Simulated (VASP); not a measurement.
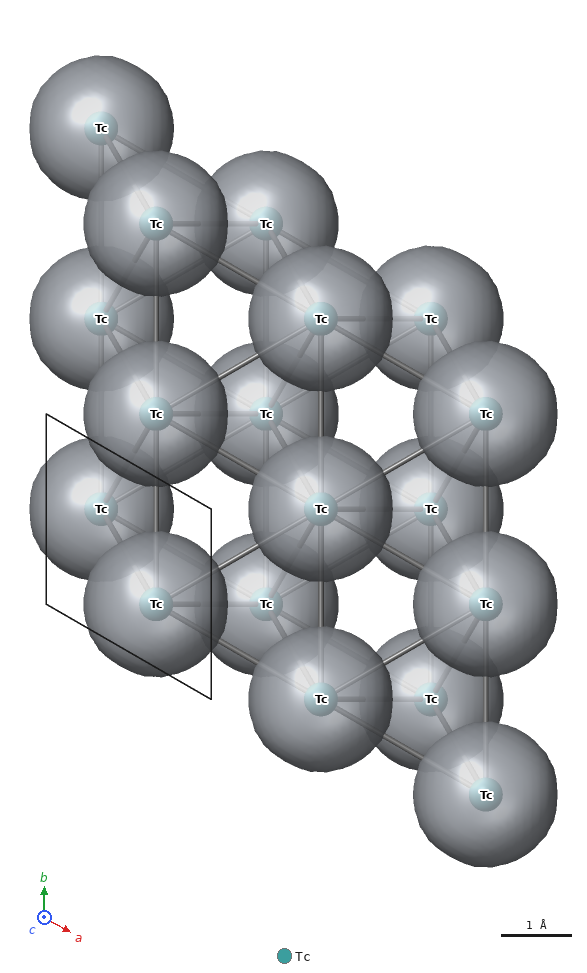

Figure 1: Tc. Isosurface of the valence pseudo-density at 0.6 e/Å³ (grey), seen along the c axis. Sticks mark near contacts.

Space group P6₃/mmc; computed pressure about −13 GPa in this cell.

Theory: Kohn-Sham DFT of a periodic cell, LDA, VASP PAW LDA potentials, gw, light in VASP 6.6.1.

The density is the valence pseudo-density of a PAW calculation; it isn't the true density close to the nuclei.

```yaml
crystal:
  lattice:
    - [2.74000, 0.00000, 0.00000]
    - [-1.37000, 2.37291, 0.00000]
    - [0.00000, 0.00000, 4.39800]
  atoms:
    - { symbol: Tc, position: [0.66667, 0.33333, 0.75000] }
    - { symbol: Tc, position: [0.33333, 0.66667, 0.25000] }
```

Q: Which contacts does the surface bridge?

A: At this value the density breaks into separate islands; it holds about 75 % of the electrons treated as valence. It bridges none of the near contacts. It is pinched off along the shortest Tc–Tc (2.71 Å) contacts. On the grid the lowest density along these lines, outside the cores, is 0.4 e/Å³ (Tc–Tc, 2.71 Å).
